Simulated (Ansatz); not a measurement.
**TiO2: density, localisation and related maps**

```cif
data_structure
_symmetry_space_group_name_H-M 'P 1'
_symmetry_Int_Tables_number 1
_cell_length_a 5.3426
_cell_length_b 5.3906
_cell_length_c 9.5842
_cell_angle_alpha 90.000
_cell_angle_beta 89.999
_cell_angle_gamma 90.000
_cell_volume 276.02
loop_
_atom_site_label
_atom_site_type_symbol
_atom_site_fract_x
_atom_site_fract_y
_atom_site_fract_z
_atom_site_occupancy
Ti1 Ti 0.25000 0.75000 0.25000 1
Ti2 Ti 0.75000 0.25000 0.25000 1
Ti3 Ti 0.25000 0.25000 0.75000 1
Ti4 Ti 0.75000 0.75000 0.75000 1
Ti5 Ti 0.00000 0.50002 0.00000 1
Ti6 Ti 0.50000 0.00002 0.00000 1
Ti7 Ti 0.00000 0.00002 0.50000 1
Ti8 Ti 0.50000 0.50002 0.50000 1
O1 O 0.25000 0.75001 0.45725 1
O2 O 0.75000 0.25001 0.45725 1
O3 O 0.25000 0.25001 0.95725 1
O4 O 0.75000 0.75001 0.95725 1
O5 O 0.00000 0.00000 0.29275 1
O6 O 0.50000 0.50000 0.29275 1
O7 O 0.00000 0.50000 0.79275 1
O8 O 0.50000 0.00000 0.79275 1
O9 O 0.25000 0.75001 0.04275 1
O10 O 0.75000 0.25001 0.04275 1
O11 O 0.25000 0.25001 0.54275 1
O12 O 0.75000 0.75001 0.54275 1
O13 O 0.00000 0.50000 0.20725 1
O14 O 0.50000 0.00000 0.20725 1
O15 O 0.00000 0.00000 0.70725 1
O16 O 0.50000 0.50000 0.70725 1
```

Space group Fddd; a structure from a database of computed crystals, not necessarily the ambient phase; started from the database structure prototype, which need not be the ambient phase; changed on purpose from its base cell (uniaxial y strain +0.9%); computed pressure about 3 GPa in this cell; computed without spin polarisation.

Theory: DFT, PBE, plane waves, PAW (Ansatz).

In a PAW calculation such maps are meaningful between the atoms, not at the nuclei.

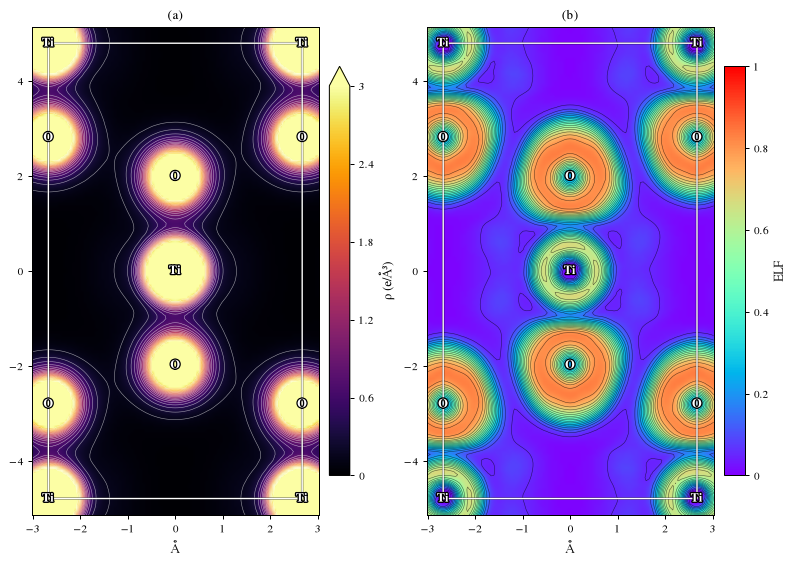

Figure 1. (a) valence charge density (pseudo); (b) electron localisation function on the (010) plane of the conventional cell.

What does the map show?

- Atoms in the plane: Ti and O.
- Ti–O (1.99 Å): ρ at the midpoint is about 0.67 e/Å³; the ELF peaks at about 0.85 in the valence shell of O, 0.6 Å from its nucleus, and is about 0.20 at the midpoint (no shared electron pair shows on this line).
- Between the atoms the lowest density in this plane is 0.01 e/Å³.
- The features right at Ti lie inside the PAW spheres, where the map follows smoothed inner orbitals and isn't to be read closely.

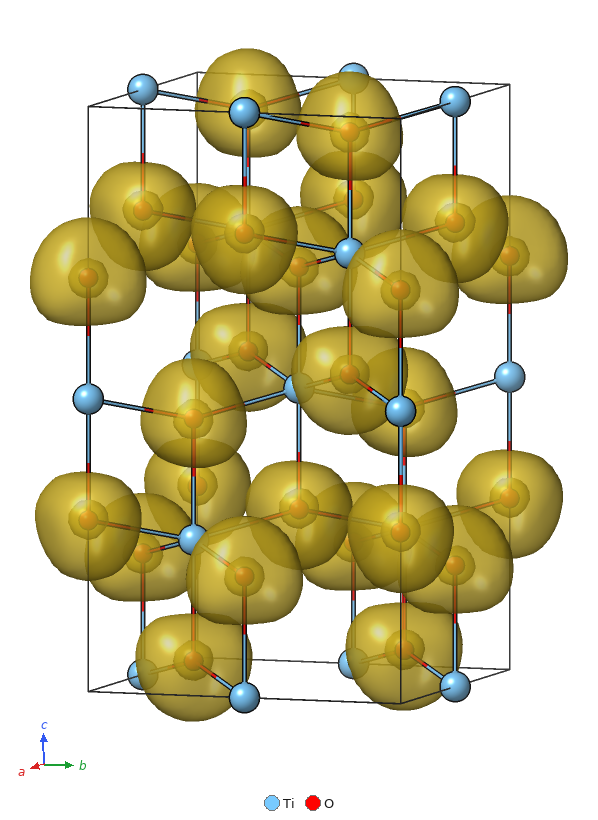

Figure 2. Isosurface of the ELF at 0.65 (yellow), seen slightly off an axis. Only the valence region is drawn (cores and ρ < 0.01 e/Å³ removed). Sticks mark near contacts.

What do the ELF domains correspond to?

The surface consists of 16 regions wrapped around O (the valence shell of each), counted in one cell of 24 atoms. Regions shared between cells count once. Profiles from the grid: Ti–O (1.94 Å): the ELF peaks at about 0.85 in the valence shell of O, 0.6 Å from its nucleus, and is about 0.20 at the midpoint (no shared electron pair shows on this line).

Does the calculation give a band gap?

It is gapped, with a Kohn–Sham gap of 2.1 eV on the k-point mesh, an upper bound to the gap of this method.
